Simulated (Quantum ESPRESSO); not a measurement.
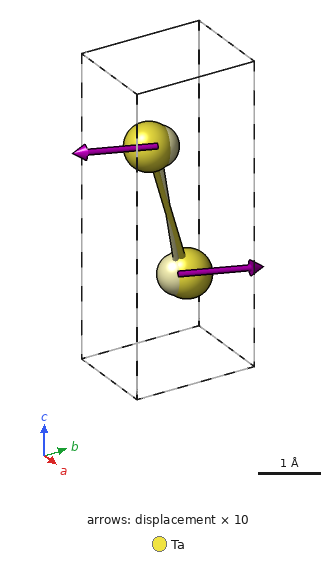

A relaxation of crystalline Ta (set up in Cmcm). The starting structure is drawn faded, the final one solid; purple arrows show the displacements, magnified 10 times.

The picture is a ball-and-stick view of the cell of the calculation, seen slightly off an axis.

The run lets the atoms move in a fixed cell. The cell is held at a strain of −4.0 % (uniaxial x).

Level of theory: Kohn-Sham DFT of a periodic cell, PBEsol, GBRV 1.5 PBEsol in Quantum ESPRESSO 7.5.

The input:
```
&CONTROL
  calculation = 'relax'
  prefix = 'pwscf'
  outdir = './tmp'
  pseudo_dir = './pseudo'
  tprnfor = .true.
  tstress = .true.
  disk_io = 'low'
  nstep = 40
  forc_conv_thr = 0.0004
  etot_conv_thr = 1d-05
/
&SYSTEM
  ibrav = 0
  nat = 2
  ntyp = 1
  ecutwfc = 56
  ecutrho = 448
  nbnd = 20
  occupations = 'smearing'
  smearing = 'fd'
  degauss = 0.00367493
/
&ELECTRONS
  conv_thr = 4d-10
  electron_maxstep = 120
  mixing_beta = 0.5
/
&IONS
  ion_dynamics = 'bfgs'
/
ATOMIC_SPECIES
Ta   180.9479 ta_pbesol_v1.uspp.F.UPF
CELL_PARAMETERS angstrom
   2.7843571897    0.0000000000    0.0000000000
  -1.3921785948    2.5117958953    0.0000000000
   0.0000000000    0.0000000000    5.1662740000
ATOMIC_POSITIONS angstrom
Ta    -0.0000000001    1.6745305970    1.2915685000
Ta     1.3921785950    0.8372652983    3.8747055000
K_POINTS automatic
11 11 5 0 0 0
```

Run as
```bash
OMP_NUM_THREADS=1 mpirun -n 2 pw.x -nk 2 -in pw.in > pw.out
```

What did the optimiser do to the structure, and how much energy did it gain?

The largest moves, 0.15 Å, are those of Ta atoms. The cell doesn't change. Some distances before and after: Ta–Ta 3.078 → 2.927 Å, Ta–Ta 3.052 → 3.147 Å. The space group stays Cmcm (No. 63). The energy falls by 20.0 meV per atom in 14 geometry steps. Largest force component: 0.16 eV/Å at the start, 0.00086 eV/Å at the end.
